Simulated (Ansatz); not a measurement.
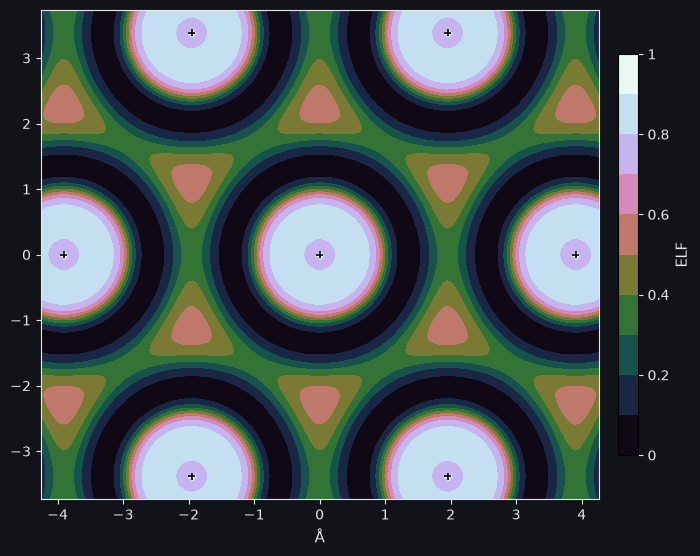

The electron localisation function on a plane through atoms (crosses mark nuclei in the plane).

Method: DFT PBE, scalar-relativistic, plane waves, PAW (Ansatz).

Candidates:
A. Rh (slab), a = 2.71 Å, b = 2.71 Å, c = 26.49 Å, α = 90.00°, β = 90.00°, γ = 90.00°. Computed without spin polarisation.
B. Ca, a = 5.52 Å, b = 5.52 Å, c = 5.52 Å, α = 90.00°, β = 90.00°, γ = 90.00°. Space group Fm-3m.
C. Mg$_{2}$Sn, a = 6.82 Å, b = 6.82 Å, c = 6.82 Å, α = 90.00°, β = 90.00°, γ = 90.00°. Space group Fm-3m.

Which candidate gave the map?

Candidate B: Ca on the (111) plane of the conventional cell, which holds Ca. Ca–Ca (3.91 Å): the ELF is about 0.35 at the midpoint (no localised pair shows between them).
